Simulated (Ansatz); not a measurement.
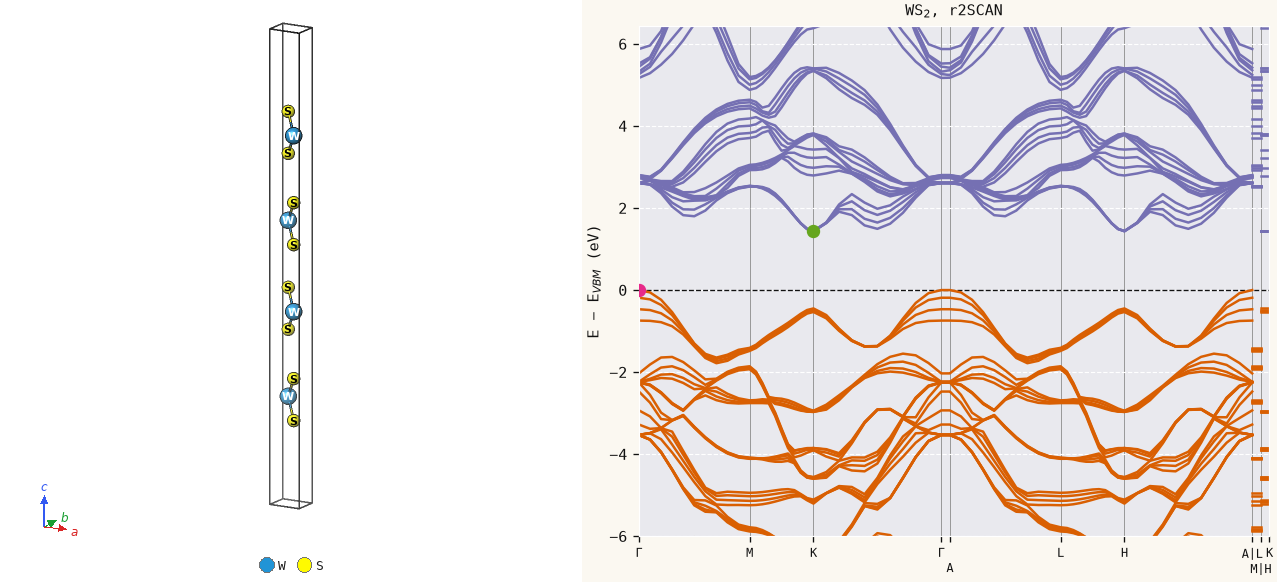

Band structure of WS₂, space group P-3m1, 12 atoms in the cell, beside the structure. Method: DFT r2SCAN, scalar-relativistic, plane waves, PAW, no spin polarisation, 12×12×1 k mesh, 500 eV cutoff, Gaussian smearing of 0.02 eV (Ansatz 0.2.0). Energies are counted from the top of the valence band.

A semiconductor. The gap along this path is 1.44 eV and indirect, from the valence-band top at Γ to the conduction-band bottom at K; the smallest direct gap is 1.88 eV, at K. The top valence level at Γ is a single band, not degenerate (spin aside). The next level lies only 0.19 eV lower. The top valence band spans 1.6 eV and the lowest conduction band 1.2 eV. The direct gaps are 1.88 eV at H, 2.61 eV at A and 3.93 eV at M.

Spin-orbit coupling is left out, which matters for W.
